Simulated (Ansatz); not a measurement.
**Geometry relaxation, with input and output: VO2 (part 3 of 3)**

VO2 (P4₂/mnm, 6 atoms in the cell); DFT PBE, scalar-relativistic, plane waves, PAW, spin-polarised (Ansatz 0.2.0); cutoff 420 eV, 8×8×12 k-mesh, Gaussian smearing of 0.1 eV, collinear spins. The structure derives from an entry of the Crystallography Open Database.

Geometry of the input (Å; fractional positions):
```
4.5300  0.0000  0.0000
0.0000  4.5300  0.0000
0.0000  0.0000  2.8690
V  0.0000  0.0000  0.0000
V  0.5000  0.5000  0.5000
O  0.3050  0.3050  0.0000
O  0.1950  0.8050  0.5000
O  0.6950  0.6950  0.0000
O  0.8050  0.1950  0.5000
```

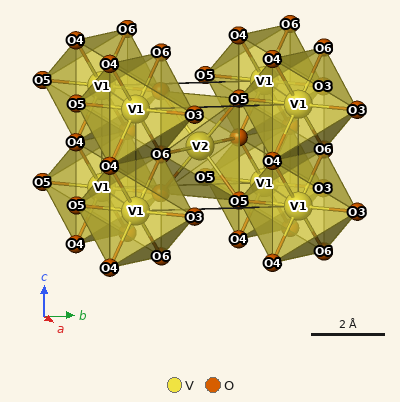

Figure 1. The geometry at step 4 of the log (polyhedral view of the cell of the calculation, seen slightly off an axis; polyhedra are completed across the faces of the cell; atoms are numbered from 1 in the order of the input).

### The program's output, continued
```
SCF iter   1: F=—  HF=-8098.759292 eV  |F-HF|=—  |Δ(HF+E_count)|=         —  Δρ=4.29e-5 (↑3.59e-5 ↓4.29e-5)  dr2=8.11e-8  dr2_m=6.66e-9  M=2.000 μB ∫|m|=2.431 μB  β_m=0.65  ethr=8.44e-8  ⟨swp⟩=3.4  Hψ=42120  notcnv=0
preconditioner: auto → Kerker (q_TF=auto, 2.400 Å⁻¹)  [metal: Δε(μ)=0.008 eV  Ē_g=9.350 eV  σ=0.100 eV  W_gap=0.04  n_scr=10 (ndim 8)  ℏωp=28.0 eV  f_vac=0.031  D(μ)=3.12/eV (n_scr^D=38)]
spin=Collinear: Kerker preconditioning applied to the charge; magnetization (m = ρ↑ − ρ↓) channel mixes plain (no charge-response kernel on spin).
SCF iter   2: F=—  HF=-8098.759328 eV  |F-HF|=—  |Δ(HF+E_count)|=   3.57e-5  Δρ=1.53e-5 (↑1.29e-5 ↓1.53e-5)  dr2=1.05e-8  dr2_m=8.20e-10  M=2.000 μB ∫|m|=2.431 μB  β_m=0.65  ethr=1.62e-10  ⟨swp⟩=2.0  Hψ=10086  notcnv=0
SCF iter   3: F=—  HF=-8098.759334 eV  |F-HF|=—  |Δ(HF+E_count)|=   5.55e-6  Δρ=3.05e-7 (↑3.05e-7 ↓3.03e-7)  dr2=1.52e-10  dr2_m=2.56e-12  M=2.000 μB ∫|m|=2.431 μB  β_m=0.61  ethr=2.10e-11  ⟨swp⟩=2.0  Hψ=10235  notcnv=0
SCF iter   4: F=—  HF=-8098.759334 eV  |F-HF|=—  |Δ(HF+E_count)|=   1.80e-7  Δρ=1.61e-7 (↑1.61e-7 ↓1.61e-7)  dr2=5.06e-11  dr2_m=6.63e-13  M=2.000 μB ∫|m|=2.431 μB  β_m=0.81  ethr=1.00e-12  ⟨swp⟩=2.3  Hψ=12026  notcnv=0
SCF iter   5: F=—  HF=-8098.759334 eV  |F-HF|=—  |Δ(HF+E_count)|=  1.76e-10  Δρ=1.71e-7 (↑1.71e-7 ↓1.43e-7)  dr2=7.53e-11  dr2_m=1.84e-13  M=2.000 μB ∫|m|=2.431 μB  β_m=0.90  ethr=1.00e-12  ⟨swp⟩=1.0  Hψ=6720  notcnv=0
SCF iter   6: F=-8098.759334 eV  HF=-8098.759334 eV  |F-HF|=1.82e-12  |Δ(HF+E_count)|=  3.64e-12  Δρ=2.78e-8 (↑2.78e-8 ↓2.62e-8)  dr2=3.29e-12  dr2_m=1.27e-14  M=2.000 μB ∫|m|=2.431 μB  ethr=1.00e-12  ⟨swp⟩=2.1  Hψ=18129  notcnv=0
SCF 7 converged in 6 iterations: F = -8098.759334 eV  dr2 = 3.29e-12
relax step   7: F+E_penalty+E_count = -8098.75933351 eV  Δ(F+E_penalty+E_count) = -1.105e-4 eV  max|allowed force component| = 3.387e-5 eV/Å  Δτ_max = 0.0000 Å  P = +0.005 GPa  Ω = 59.631 Å³  stress off target by 1.08e-2 GPa  SCF on the basis re-selected at this cell (its energy is not comparable with the rows above)  (6 SCF iters)
basis re-selected at this cell: Δ(F+E_penalty+E_count) = -1.105e-4 eV, ΔP = +0.002 GPa vs the last step (what re-selecting the basis moved, of the pressure what is left beyond the Pulay correction that the steps carried, after the strain that the cell walked since its last selection, with what the two solves' SCF thresholds leave and, on support functions, any second-order correction that the steps lacked; it is no measure of the basis error at this ecutwfc). This SCF's stress stands 1.08e-2 GPa from its target on what of the cell is left free (relax.cell.stress_tol is 5.00e-2 GPa) and its largest allowed force component is 3.39e-5 eV/Å (relax.f_tol is 5.00e-3 eV/Å): within both
SCF converged after 6 iterations
Magnetization: 1.9997 μB (25.9998 up, 24.0002 down)
Absolute magnetization: 2.4314 μB (∫|ρ↑−ρ↓|, with the PAW one-centre terms)
Spin contamination: 0.0410 ħ² per cell (⟨S²⟩ above its minimum at these occupations)
Per-site moments (μB) at R_I (Å): [(0.8329516066948194, 0.7929141662487227), (0.8329516066948193, 0.7929141662487226), (-0.04736514656676984, 0.7929141662487226), (-0.047365146566769725, 0.7929141662487227), (-0.04736514656676992, 0.7929141662487227), (-0.047365146566769656, 0.7929141662487227)]
Free energy (F): -8098.759334 eV
Harris-Foulkes:  -8098.759334 eV  (|F-HF|=1.82e-12)
Internal energy: -8098.743735 eV  (E = F + TS)
E sigma→0 (E₀):  -8098.751534 eV
Entropy (-TS):   -0.015599 eV (-2.600 meV/atom)
Fermi energy:    10.844036 eV
--- Per-component energies (eV) ---
  E_band       = -451.630776
  E_kinetic    = 1369.108037
  E_local      = -3589.301414  (includes V_loc(G=0)·N_el)
  E_nonlocal   = 91.921668
  E_hartree    = 1455.148040
  E_xc         = -555.167424
  E_vxc        = -706.232152  (∫ρ·V_xc dr)
  E_paw        = -2851.387107  (= ΣΔE_a)
  E_vpaw       = -527.433465  (= ΣTr[D̂ρ^β])
  E_aug_tail   = 0.010388  (compensation charges beyond the density's cutoff)
  E_ewald      = -4019.075922
  E_smearing   = -0.015599  (= −TS)
  E_closure    = -0.000000  (closes the sum)
  Σ components = -8098.759334   (vs F -8098.759334, Δ=0.00e0)
--- Forces (eV/Å), atoms counted from 1 ---
  atom   1  V     -0.00000000     0.00000000     0.00000000
  atom   2  V      0.00000000    -0.00000000     0.00000000
  atom   3  O      0.00003387     0.00003387     0.00000000
  atom   4  O     -0.00003387     0.00003387     0.00000000
  atom   5  O     -0.00003387    -0.00003387     0.00000000
  atom   6  O      0.00003387    -0.00003387     0.00000000
  max |Σ_I F_I| component: 8.67e-19 eV/Å
--- Stress (GPa, compression-positive) ---
        0.010838       0.000000       0.000000
        0.000000       0.010838       0.000000
        0.000000       0.000000      -0.005755
  P = ⅓ Tr σ = 0.0053 GPa (0.053 kbar)
--- Band table (eV; the first three rows and the last of 210) ---
  k-point 0 ↑: bands = ["-55.2182", "-55.2097", "-29.0432", "-29.0432", "-28.9627", "-28.9608", "-28.9608", "-28.9439", "-9.1429", "-7.7190", "-7.2373", "-7.2373", "3.1060", "3.7152", "4.1274", "5.4981", "5.4981", "6.4497", "6.4497", "7.4511", "8.7999", "8.9227", "8.9227", "9.3158", "9.8247", "10.0568", "10.5100", "10.5100", "10.6198", "12.6224", "12.7354", "14.8806"]
  k-point 1 ↑: bands = ["-55.2158", "-55.2076", "-29.0385", "-29.0385", "-28.9858", "-28.9679", "-28.9589", "-28.9589", "-9.0700", "-7.6828", "-7.2593", "-7.2593", "3.2134", "3.7936", "4.2136", "5.3186", "5.3186", "6.6746", "6.6746", "7.1607", "8.3524", "8.6991", "8.6991", "9.3275", "10.1166", "10.1706", "10.5351", "10.6770", "10.6770", "12.6863", "12.7389", "14.7703"]
  k-point 2 ↑: bands = ["-55.2092", "-55.2018", "-29.0486", "-29.0330", "-29.0256", "-29.0256", "-28.9539", "-28.9539", "-8.8626", "-7.5886", "-7.3200", "-7.3200", "3.5155", "4.0084", "4.4696", "5.0547", "5.0547", "6.5013", "7.0600", "7.0600", "7.5294", "8.1876", "8.1876", "9.2971", "10.3552", "10.3929", "10.5555", "11.0214", "11.0214", "12.5410", "13.0173", "14.5500"]
  k-point 104 ↓: bands = ["-54.0718", "-54.0718", "-28.2524", "-28.2524", "-27.8767", "-27.8767", "-27.8274", "-27.8274", "-7.7296", "-7.7296", "-7.5038", "-7.5038", "4.4328", "4.4328", "4.4644", "4.4644", "5.6950", "5.6950", "6.1773", "6.1773", "7.9866", "7.9866", "8.5863", "8.5863", "11.8944", "11.8944", "12.3174", "12.3174", "12.6272", "12.6272", "14.8732", "14.8732"]
--- Relaxed structure (5 steps of the walk, 5 accepted, 2 SCFs on fresh bases) ---
  F+E_penalty+E_count = -8098.75933351 eV   max|allowed force component| = 3.387e-5 eV/Å   (the final SCF, on the basis selected at the relaxed cell)
  cell:  # Å, volume = 59.6310 Å³
    - [4.583545993624517, 3.7844852628566178e-34, 0.0]
    - [3.7844852628566178e-34, 4.583545993624517, 0.0]
    - [0.0, 0.0, 2.838368057505335]
  atoms:
    - { symbol: V, position: [3.191176372289943e-20, 9.623391247686814e-20, 0.0] }
    - { symbol: V, position: [0.5, 0.5, 0.5] }
    - { symbol: O, position: [0.299992851336183, 0.299992851336183, 0.0] }
    - { symbol: O, position: [0.20000714866381705, 0.7999928513361829, 0.5] }
    - { symbol: O, position: [0.7000071486638171, 0.7000071486638171, 0.0] }
    - { symbol: O, position: [0.7999928513361829, 0.20000714866381705, 0.5] }
--- Löwdin populations: 6 sites ---
  site symbol       q [e]    m [muB]
     0      V     11.6432     1.1146
     1      V     11.6432     1.1146
     2      O      6.6382    -0.0614
     3      O      6.6382    -0.0614
     4      O      6.6382    -0.0614
     5      O      6.6382    -0.0614
  spilling = 0.003211 (of n_electrons = 50.000000)
```

### File populations.tsv
```
# site	symbol	l	j	q_up	q_dn
# orbitals = lowdin
# n_electrons = 50.000000
# spilling = 0.003211
0	V	0_3S	-	0.994103	0.994185
0	V	0_4S	-	0.196650	0.186424
0	V	1_3P	-	2.994719	2.994853
0	V	2_3D	-	2.193464	1.088850
1	V	0_3S	-	0.994103	0.994185
1	V	0_4S	-	0.196650	0.186424
1	V	1_3P	-	2.994719	2.994853
1	V	2_3D	-	2.193464	1.088850
2	O	0_2S	-	0.887364	0.888041
2	O	1_2P	-	2.401041	2.461798
3	O	0_2S	-	0.887364	0.888041
3	O	1_2P	-	2.401041	2.461798
4	O	0_2S	-	0.887364	0.888041
4	O	1_2P	-	2.401041	2.461798
5	O	0_2S	-	0.887364	0.888041
5	O	1_2P	-	2.401041	2.461798
```

### Trajectory as extended XYZ (Å, eV, eV/Å), 7 frames, from step=1 to step=7
```
6
Lattice="4.5300 0.0000 0.0000 0.0000 4.5300 0.0000 0.0000 0.0000 2.8690" Properties=species:S:1:pos:R:3:forces:R:3 step=1 energy=-8098.70097 pressure_GPa=4.50
V     0.0000    0.0000    0.0000    0.0000   0.0000   0.0000
V     2.2650    2.2650    1.4345    0.0000   0.0000   0.0000
O     1.3817    1.3817    0.0000   -0.4016  -0.4016   0.0000
O     0.8833    3.6467    1.4345    0.4016  -0.4016   0.0000
O     3.1484    3.1484    0.0000    0.4016   0.4016   0.0000
O     3.6467    0.8833    1.4345   -0.4016   0.4016   0.0000
6
Lattice="4.5815 0.0000 0.0000 0.0000 4.5815 0.0000 0.0000 0.0000 2.8348" Properties=species:S:1:pos:R:3:forces:R:3 step=2 energy=-8098.74816 pressure_GPa=1.24
V     0.0000    0.0000    0.0000    0.0000   0.0000   0.0000
V     2.2908    2.2908    1.4174    0.0000   0.0000   0.0000
O     1.3840    1.3840    0.0000   -0.1656  -0.1656   0.0000
O     0.9068    3.6747    1.4174    0.1656  -0.1656   0.0000
O     3.1976    3.1976    0.0000    0.1656   0.1656   0.0000
O     3.6747    0.9068    1.4174   -0.1656   0.1656   0.0000
6
Lattice="4.5893 0.0000 0.0000 0.0000 4.5893 0.0000 0.0000 0.0000 2.8345" Properties=species:S:1:pos:R:3:forces:R:3 step=3 energy=-8098.75228 pressure_GPa=-0.03
V     0.0000    0.0000    0.0000    0.0000   0.0000   0.0000
V     2.2947    2.2947    1.4172    0.0000   0.0000   0.0000
O     1.3810    1.3810    0.0000   -0.0680  -0.0680   0.0000
O     0.9136    3.6757    1.4172    0.0680  -0.0680   0.0000
O     3.2083    3.2083    0.0000    0.0680   0.0680   0.0000
O     3.6757    0.9136    1.4172   -0.0680   0.0680   0.0000
6
Lattice="4.5814 0.0000 0.0000 0.0000 4.5814 0.0000 0.0000 0.0000 2.8395" Properties=species:S:1:pos:R:3:forces:R:3 step=4 energy=-8098.75453 pressure_GPa=-0.02
V     0.0000    0.0000    0.0000    0.0000   0.0000   0.0000
V     2.2907    2.2907    1.4197    0.0000   0.0000   0.0000
O     1.3744    1.3744    0.0000   -0.0016  -0.0016   0.0000
O     0.9162    3.6651    1.4197    0.0016  -0.0016   0.0000
O     3.2069    3.2069    0.0000    0.0016   0.0016   0.0000
O     3.6651    0.9162    1.4197   -0.0016   0.0016   0.0000
6
Lattice="4.5814 0.0000 0.0000 0.0000 4.5814 0.0000 0.0000 0.0000 2.8395" Properties=species:S:1:pos:R:3:forces:R:3 step=5 energy=-8098.75936 pressure_GPa=0.12
V     0.0000    0.0000    0.0000    0.0000   0.0000   0.0000
V     2.2907    2.2907    1.4197    0.0000   0.0000   0.0000
O     1.3744    1.3744    0.0000   -0.0017  -0.0017   0.0000
O     0.9162    3.6651    1.4197    0.0017  -0.0017   0.0000
O     3.2069    3.2069    0.0000    0.0017   0.0017   0.0000
O     3.6651    0.9162    1.4197   -0.0017   0.0017   0.0000
6
Lattice="4.5835 0.0000 0.0000 0.0000 4.5835 0.0000 0.0000 0.0000 2.8384" Properties=species:S:1:pos:R:3:forces:R:3 step=6 energy=-8098.75922 pressure_GPa=0.00
V     0.0000    0.0000    0.0000    0.0000   0.0000   0.0000
V     2.2918    2.2918    1.4192    0.0000   0.0000   0.0000
O     1.3750    1.3750    0.0000    0.0000   0.0000   0.0000
O     0.9167    3.6668    1.4192    0.0000   0.0000   0.0000
O     3.2085    3.2085    0.0000    0.0000   0.0000   0.0000
O     3.6668    0.9167    1.4192    0.0000   0.0000   0.0000
6
Lattice="4.5835 0.0000 0.0000 0.0000 4.5835 0.0000 0.0000 0.0000 2.8384" Properties=species:S:1:pos:R:3:forces:R:3 step=7 energy=-8098.75933 pressure_GPa=0.01
V     0.0000    0.0000    0.0000    0.0000   0.0000   0.0000
V     2.2918    2.2918    1.4192    0.0000   0.0000   0.0000
O     1.3750    1.3750    0.0000    0.0000   0.0000   0.0000
O     0.9167    3.6668    1.4192    0.0000   0.0000   0.0000
O     3.2085    3.2085    0.0000    0.0000   0.0000   0.0000
O     3.6668    0.9167    1.4192    0.0000   0.0000   0.0000
```

### Key numbers

```json
{"quantity": "outcome", "value": "converged"}
{"quantity": "space group (tolerance 0.01 Å)", "value": "P4₂/mnm (136)"}
{"quantity": "electrons treated", "value": "50"}
{"quantity": "free energy", "value": "−8098.7593 eV"}
{"quantity": "Fermi energy", "value": "10.844 eV"}
{"quantity": "gap on the k-point mesh", "value": "none (metallic)"}
{"quantity": "net moment of the cell", "value": "2.00 μB"}
{"quantity": "integrated absolute moment", "value": "2.43 μB"}
{"quantity": "pressure", "value": "0.01 GPa"}
{"quantity": "final volume", "value": "59.63 Å³"}
{"quantity": "largest force (length of the vector) at the end", "value": "under 0.001 eV/Å"}
{"quantity": "final cell", "value": "a = 4.584 Å, b = 4.584 Å, c = 2.838 Å, α = 90.00°, β = 90.00°, γ = 90.00°"}
{"quantity": "hardware", "value": "8 threads of Intel Xeon (Sapphire Rapids), 32 GiB of memory available, shared host"}
{"quantity": "wall time", "value": "17 s (CPU time 1.9 min)"}
{"quantity": "peak memory", "value": "0.76 GiB"}
```
